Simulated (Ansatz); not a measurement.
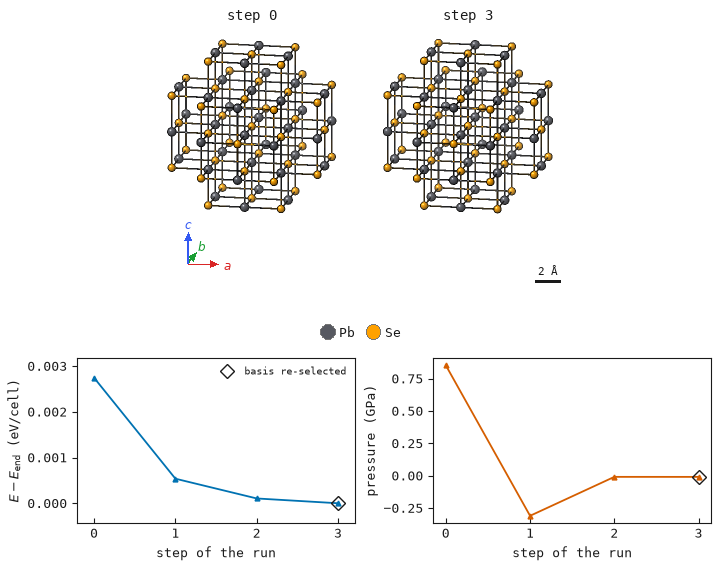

First and last geometry of a relaxation of a crystal of PbSe (set up in Fm-3m), with the history of the run. The picture is a ball-and-stick view of the conventional cell (4 times the calculation's cell), seen slightly off an axis. Lengths and directions refer to the drawn axes.

Computed with Ansatz, DFT PBE, scalar-relativistic, plane waves, PAW. (plane-wave cutoff 420 eV; k-point mesh 10 × 10 × 10; occupations gaussian; smearing width 0.02 eV; no spin polarisation; cell and atoms relaxed; force threshold 0.01 eV/Å; at most 80 steps)

### Did the run converge, and what did it change?

It converged. The energy falls by 2.7 meV per cell of the calculation in 2 accepted moves (3 points after the start). All forces vanish by symmetry, so only the cell relaxes. Pressure: 0.85 GPa at the start and −0.01 GPa at the end. At 1 point the geometry stayed and the basis and grid were re-selected for the new cell (energy shift of 0.1 meV per cell of the calculation at most each time). No atom moves by more than 0.005 Å relative to the cell. The volume changes by +1.8 %, with a = b = c 6.182 → 6.218 Å (+0.6 %). Among the contacts that change: Pb–Se 3.091 → 3.109 Å. The space group stays Fm-3m (No. 225). Cost: 6.5 s on 1 thread of Intel(R) Xeon(R) 6975P-C (Granite Rapids), on a shared host, peak memory 0.49 GiB.

```
step  E − E(0), meV/atom  pressure, GPa  volume, Å³/atom                      note
   0                0.00           0.85           29.527                          
   1               -1.10          -0.31           30.253                          
   2               -1.32          -0.01           30.056                          
   3               -1.37          -0.01           30.056  same geometry, new basis
```
